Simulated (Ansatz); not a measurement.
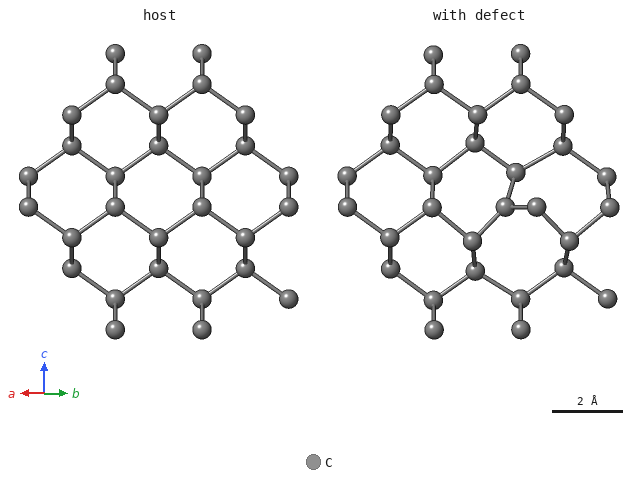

Left: perfect C. Right: the same region with one point defect, after relaxing the atoms in a supercell of 64 sites. The picture is a ball-and-stick view of the atoms within 4.6 Å of one point, in a slice 3.4 Å thick across the line of sight, seen along [110].

Theory: DFT, PBEsol, PAW, plane waves in Ansatz 0.2.0. (plane-wave cutoff 420 eV; k-point mesh 1 × 1 × 1; mesh shifted by (0.25, 0.25, 0.25); no spin polarisation) Fermi-Dirac smearing of 0.01 eV. The axes drawn are those of the host's conventional cell.

Which defect is it?

An extra carbon atom is put between the host's atoms (an interstitial).

The charge state of the cell is 0.

How does the lattice respond?

The C atom starts with 6 C at 1.47 to 1.48 Å around its place and ends with 3 C at 1.28 to 1.41 Å. Of the host's atoms, a carbon atom moves furthest from its site, by 0.64 Å. The C atom itself moves 0.93 Å from where it was put.

Limits of the set-up: the periodic images lie only 7.1 Å apart, so the values are limited by the cell's size.
